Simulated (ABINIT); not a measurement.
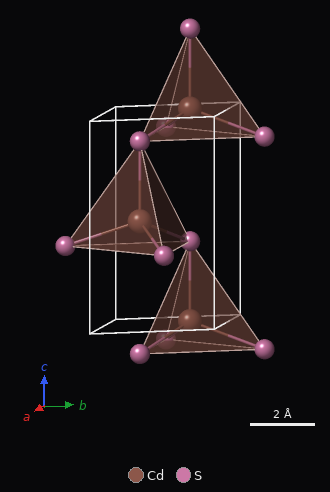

The structure as given in the input (polyhedral view of the cell of the calculation, seen slightly off an axis; polyhedra are completed across the faces of the cell).

## CdS: berry calculation

- system: CdS (P6₃mc, 4 atoms in the cell)
- method: Kohn-Sham DFT of a periodic cell, PBEsol, JTH PAW PBE v2.0 (ABINIT 10.8.3)

The structure derives from an entry of the Crystallography Open Database. The run did not end well.

## What the program printed
```
.Version 10.8.3 of ABINIT
 Symmetries : space group P6_3 m c (#186); Bravais hP (primitive hexag.)
================================================================================
 Values of the parameters that define the memory need of the present run
     intxc =       0    ionmov =       0      iscf =      17    lmnmax =      18
     lnmax =       6     mgfft =      54  mpssoang =       3    mqgrid =    3789
     natom =       4  nloc_mem =       2    nspden =       1   nspinor =       1
    nsppol =       1      nsym =      12    n1xccc =       1    ntypat =       2
    occopt =       1   xclevel =       2
       mpw =        3312          nfft =       69984          nkpt =          75
 PAW method is used; the additional fine FFT grid is defined by:
   mgfftf=        80    nfftf =    184320
================================================================================
================================================================================

--------------------------------------------------------------------------------
------------- Echo of variables that govern the present computation ------------
--------------------------------------------------------------------------------
 -outvars: echo values of preprocessed input variables --------
            acell      7.7969113707E+00  7.7969113784E+00  1.2688410208E+01 Bohr
              amu      1.12411000E+02  3.20660000E+01
         berryopt          -1
          chkprim           0
      chksymtnons           0
           diemac      6.00000000E+00
             ecut      2.20000000E+01 Hartree
           ecutsm      5.00000000E-01 Hartree
                       outvar_i_n : Printing only first  50 k-points.
              ixc     -116133
                       outvar_i_n : Printing only first  50 k-points.
           kptopt           3
         kptrlatt        5    0    0      0    5    0      0    0    3
          kptrlen      3.80652306E+01
            natom           4
            nband          18
            ngfft          36      36      54
          ngfftdg          48      48      80
             nkpt          75
            nstep          80
             nsym          12
           ntypat           2
        pawecutdg      4.40000000E+01 Hartree
         pawxcdev           0
           prtden           0
        prtebands           0
           prteig           0
            prtwf           0
            rprim      1.0000000000E+00  0.0000000000E+00  0.0000000000E+00
                      -5.0000000070E-01  8.6602540340E-01  0.0000000000E+00
                       0.0000000000E+00  0.0000000000E+00  1.0000000000E+00
          spgroup         186
           tolsym      1.00000000E-06
           tolvrs      1.00000000E-11
            typat      1  1  2  2
           useylm           1
                       outvars : Printing only first  50 k-points.
           xangst      2.0629739034E+00  1.1910585400E+00  3.3529543036E+00
                      -3.2921087216E-09  2.3821170801E+00 -4.2544563732E-03
                       2.0629739034E+00  1.1910585400E+00  5.8793697864E+00
                      -3.2921087216E-09  2.3821170801E+00  2.5221610264E+00
            xcart      3.8984556822E+00  2.2507744406E+00  6.3361653465E+00
                      -6.2211838606E-09  4.5015488812E+00 -8.0397573600E-03
                       3.8984556822E+00  2.2507744406E+00  1.1110398689E+01
                      -6.2211838606E-09  4.5015488812E+00  4.7661935853E+00
             xred      6.6666666667E-01  3.3333333333E-01  4.9936637000E-01
                       3.3333333333E-01  6.6666666667E-01 -6.3363000000E-04
                       6.6666666667E-01  3.3333333333E-01  8.7563363000E-01
                       3.3333333333E-01  6.6666666667E-01  3.7563363000E-01
            znucl       48.00000   16.00000

================================================================================

 chkinp: Checking input parameters for consistency.

================================================================================
== DATASET  1 ==================================================================

--- !DatasetInfo
iteration_state: {dtset: 1, }
dimensions: {natom: 4, nkpt: 75, mband: 18, nsppol: 1, nspinor: 1, nspden: 1, mpw: 3312, }
cutoff_energies: {ecut:  22.0, pawecutdg:  44.0, }
electrons: {nelect:   3.60000000E+01, charge:   0.00000000E+00, occopt:   1.00000000E+00, tsmear:   1.00000000E-02, }
meta: {optdriver: 0, ionmov: 0, optcell: 0, iscf: 17, paral_kgb: 0, }
...

 Real(R)+Recip(G) space primitive vectors, cartesian coordinates (Bohr,Bohr^-1):
 R(1)=  7.7969114  0.0000000  0.0000000  G(1)=  0.1282559  0.0740486  0.0000000
 R(2)= -3.8984557  6.7523233  0.0000000  G(2)=  0.0000000  0.1480972  0.0000000
 R(3)=  0.0000000  0.0000000 12.6884102  G(3)=  0.0000000  0.0000000  0.0788121
 Unit cell volume ucvol=  6.6801011E+02 bohr^3
 Angles (23,13,12)=  9.00000000E+01  9.00000000E+01  1.20000000E+02 degrees

 Coarse grid specifications (used for wave-functions):

 getcut: wavevector=  0.0000  0.0000  0.0000  ngfft=  36  36  54
         ecut(hartree)=     22.000   => boxcut(ratio)=   2.01563

 Fine grid specifications (used for densities):

 getcut: wavevector=  0.0000  0.0000  0.0000  ngfft=  48  48  80
         ecut(hartree)=     44.000   => boxcut(ratio)=   2.06171

--- Pseudopotential description ------------------------------------------------
- pspini: atom type   1  psp file is ./Cd.GGA_PBE-JTH.xml
 Pseudopotential format is: paw10
 basis_size (lnmax)=  6 (lmn_size= 18), orbitals=   0   0   1   1   2   2
 Spheres core radius: rc_sph= 2.50233826
 Shapefunction is BESSEL type: shapef(r,l)=aa(1,l)*jl(q(1,l)*r)+aa(2,l)*jl(q(2,l)*r)
 Radius for shape functions =  2.31074885
 Compensation charge density is not taken into account in XC energy/potential

- pspini: atom type   2  psp file is ./S.GGA_PBE-JTH.xml
 Pseudopotential format is: paw10
 basis_size (lnmax)=  4 (lmn_size=  8), orbitals=   0   0   1   1
 Spheres core radius: rc_sph= 1.90380259
 Shapefunction is SIN type: shapef(r)=[sin(pi*r/rshp)/(pi*r/rshp)]**2
 Radius for shape functions =  1.40128485
 Compensation charge density is not taken into account in XC energy/potential

   2.09295105E+03                                ecore*ucvol(ha*bohr**3)
--------------------------------------------------------------------------------

  initberry: for direction 1, nkstr =   5, nstr =     15
  initberry: for direction 2, nkstr =   5, nstr =     15
  initberry: for direction 3, nkstr =   3, nstr =     25

================================================================================

--- !BeginCycle
iteration_state: {dtset: 1, }
solver: {iscf: 17, nstep: 80, nline: 4, wfoptalg: 10, }
tolerances: {tolvrs: 1.00E-11, }
...

     iter   Etot(hartree)      deltaE(h)  residm     nres2
 ETOT  1  -115.19839743985    -1.152E+02 3.113E-01 1.061E+01
 ETOT  2  -115.84609953060    -6.477E-01 5.420E-02 7.537E+00
 ETOT  3  -115.81615547311     2.994E-02 7.131E-03 1.167E+00
 ETOT  4  -115.81327907464     2.876E-03 7.777E-04 6.548E-02
 ETOT  5  -115.81448613052    -1.207E-03 5.986E-05 4.125E-02
 ETOT  6  -115.81496055854    -4.744E-04 3.381E-05 4.159E-03
 ETOT  7  -115.81523006247    -2.695E-04 1.881E-05 8.649E-03
 ETOT  8  -115.81532341635    -9.335E-05 8.191E-06 1.664E-04
 ETOT  9  -115.81538404488    -6.063E-05 5.971E-06 1.107E-03
 ETOT 10  -115.81541048649    -2.644E-05 2.555E-06 4.940E-05
 ETOT 11  -115.81542427757    -1.379E-05 1.718E-06 2.277E-04
 ETOT 12  -115.81543096391    -6.686E-06 8.158E-07 3.498E-05
 ETOT 13  -115.81543445460    -3.491E-06 6.063E-07 1.991E-05
 ETOT 14  -115.81543625655    -1.802E-06 2.748E-07 1.353E-05
 ETOT 15  -115.81543718657    -9.300E-07 2.056E-07 1.103E-06
 ETOT 16  -115.81543766488    -4.783E-07 9.275E-08 6.735E-06
 ETOT 17  -115.81543790583    -2.410E-07 6.906E-08 2.576E-08
 ETOT 18  -115.81543803690    -1.311E-07 3.159E-08 3.819E-06
 ETOT 19  -115.81543810745    -7.055E-08 2.388E-08 4.944E-07
 ETOT 20  -115.81543814257    -3.512E-08 1.097E-08 2.387E-06
 ETOT 21  -115.81543815982    -1.726E-08 8.176E-09 8.027E-07
 ETOT 22  -115.81543816969    -9.866E-09 3.815E-09 1.563E-06
 ETOT 23  -115.81543817381    -4.119E-09 2.773E-09 6.883E-07
 ETOT 24  -115.81543817719    -3.384E-09 1.332E-09 9.762E-07
 ETOT 25  -115.81543817763    -4.344E-10 9.250E-10 5.104E-07
 ETOT 26  -115.81543817905    -1.420E-09 4.603E-10 7.579E-07
 ETOT 27  -115.81543817982    -7.749E-10 3.307E-10 6.778E-07
 ETOT 28  -115.81543817469     5.136E-09 2.332E-10 2.096E-07
 ETOT 29  -115.81543817989    -5.198E-09 1.373E-10 7.165E-07
 ETOT 30  -115.81543817690     2.985E-09 6.738E-11 2.754E-07
 ETOT 31  -115.81543817708    -1.810E-10 4.683E-11 3.145E-07
 ETOT 32  -115.81543817711    -2.501E-11 6.655E-12 2.105E-07
 ETOT 33  -115.81543817652     5.831E-10 1.080E-11 1.364E-07
 ETOT 34  -115.81543817530     1.221E-09 1.371E-11 3.686E-08
 ETOT 35  -115.81543817544    -1.344E-10 3.179E-11 2.344E-07
 ETOT 36  -115.81543817633    -8.918E-10 7.108E-12 2.092E-07
 ETOT 37  -115.81543817640    -7.026E-11 8.191E-13 1.692E-07
 ETOT 38  -115.81543817627     1.286E-10 8.823E-13 1.309E-07
 ETOT 39  -115.81543817634    -7.191E-11 2.257E-11 1.442E-09
 ETOT 40  -115.81543817642    -8.021E-11 7.993E-12 7.483E-10
 ETOT 41  -115.81543817648    -5.453E-11 7.654E-12 5.682E-10
 ETOT 42  -115.81543817650    -2.768E-11 4.368E-12 3.158E-10
 ETOT 43  -115.81543817652    -1.609E-11 8.485E-13 1.256E-10
 ETOT 44  -115.81543817653    -1.098E-11 1.093E-12 6.628E-11
 ETOT 45  -115.81543817654    -6.580E-12 7.004E-13 1.250E-10
 ETOT 46  -115.81543817654    -4.533E-12 1.240E-12 1.825E-11
 ETOT 47  -115.81543817655    -3.240E-12 6.279E-14 4.576E-11
 ETOT 48  -115.81543817655    -6.821E-13 3.071E-13 2.131E-11
 ETOT 49  -115.81543817655     2.274E-13 5.380E-15 4.707E-11
 ETOT 50  -115.81543817655    -1.506E-12 1.954E-14 4.615E-11
 ETOT 51  -115.81543817655     2.842E-14 9.568E-15 3.236E-11
 ETOT 52  -115.81543817655     1.705E-13 4.147E-16 3.852E-11
 ETOT 53  -115.81543817655     3.837E-13 3.521E-14 3.150E-11
 ETOT 54  -115.81543817655    -1.847E-13 1.018E-15 2.149E-11
```

The run was set up as follows.

## Input file
```
# Pseudopotentials
pp_dirpath "./"
pseudos "Cd.GGA_PBE-JTH.xml, S.GGA_PBE-JTH.xml"

# Structure
acell 4.12594781 4.1259478141 6.71441752 Angstrom
rprim
     1.0000000000     0.0000000000     0.0000000000
    -0.5000000007     0.8660254034     0.0000000000
     0.0000000000     0.0000000000     1.0000000000
ntypat 2
znucl 48 16
natom 4
typat 1 1 2 2
chkprim 0
chksymtnons 0
tolsym 1.0e-6
xred
            2/3            1/3   0.4993663700
            1/3            2/3  -0.0006336300
            2/3            1/3   0.8756336300
            1/3            2/3   0.3756336300

# Plane-wave basis
ecut 598.650497 eV
pawecutdg 44.0
ecutsm 0.5

# k points
kptopt 3
ngkpt 5 5 3
nshiftk 1
shiftk 0.0 0.0 0.0
istwfk *1

# Exchange and correlation
ixc -116133

# Bands and occupations
nband 18
occopt 1

# SCF cycle
nstep 80
diemac 6.0
tolvrs 1.0e-11

# Output
iomode 3
prteig 0
prtebands 0
prtwf 0
prtden 0

# Berry phase
berryopt -1
rfdir 1 1 1
```

Run as:
```bash
abinit run.abi > log 2>&1
```

## Outcome

| quantity | value |
| --- | --- |
| outcome | stopped at the time limit |
| space group (tolerance 0.01 Å) | P6₃mc (186) |
| hardware | 1 thread of Arm Neoverse V2, 24 GiB of memory available, shared host |
| wall time | 11 min |
| peak memory | 0.29 GiB |

## Diagnosis

The run was cut off by its time limit, so the output is incomplete.
